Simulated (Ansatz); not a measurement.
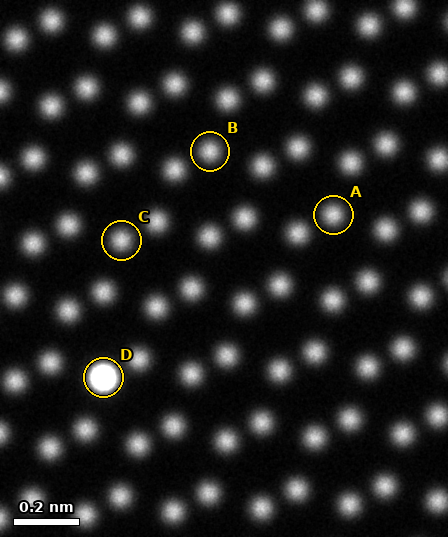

Dark-field STEM-like image of V (Fddd, No. 70) along [101]. Simulation: incoherent imaging, intensity Z^1.7 per atom, probe width 0.57 Å, thin sample. The probe carries 15 % of its weight in a tail 2.5 times as wide. Shot noise was added.

The sample is 2 repeats (9.3 Å) thick. One point defect was put into the perfect crystal, without relaxing the atoms around it. Brightness is counted from the darkest point of the image. Host structure: the input geometry of a calculation; the starting structure was generated, so it need not be a known form of this composition.

Which ringed column holds the defect, and does it scatter more or less than its equals?

Answer. D; it scatters more. The column holds 2 atoms (V) through the sample, and one V atom is replaced by Ta, so its peak rises to about 410 % of that of its equals.
